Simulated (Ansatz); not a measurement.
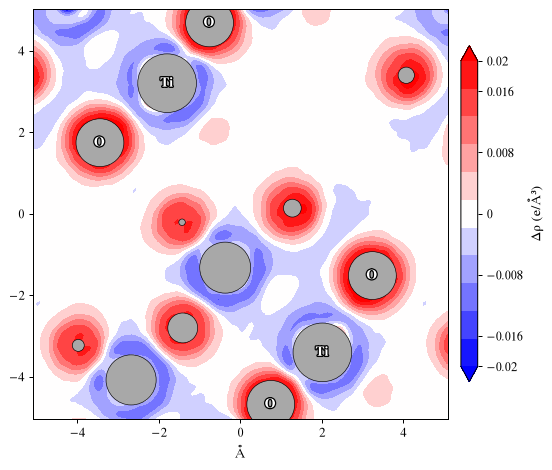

TiO2. Difference of the valence pseudo-densities of two functionals at the same geometry, on the (111) plane of the calculation cell: r2SCAN less PBE.

Space group I4/m; a structure from a database of computed crystals, not necessarily the ambient phase; computed without spin polarisation.

Both computed with Ansatz (plane waves, PAW), on the same k-point mesh. Grey discs cover the atomic cores.

> Where does the change of functional move the electrons?

Against PBE, r2SCAN gives less density around Ti (−0.004 e/Å³ on average at 1.1 Å from the nucleus) and more density around O (+0.015 e/Å³ on average at 0.7 Å from the nucleus).
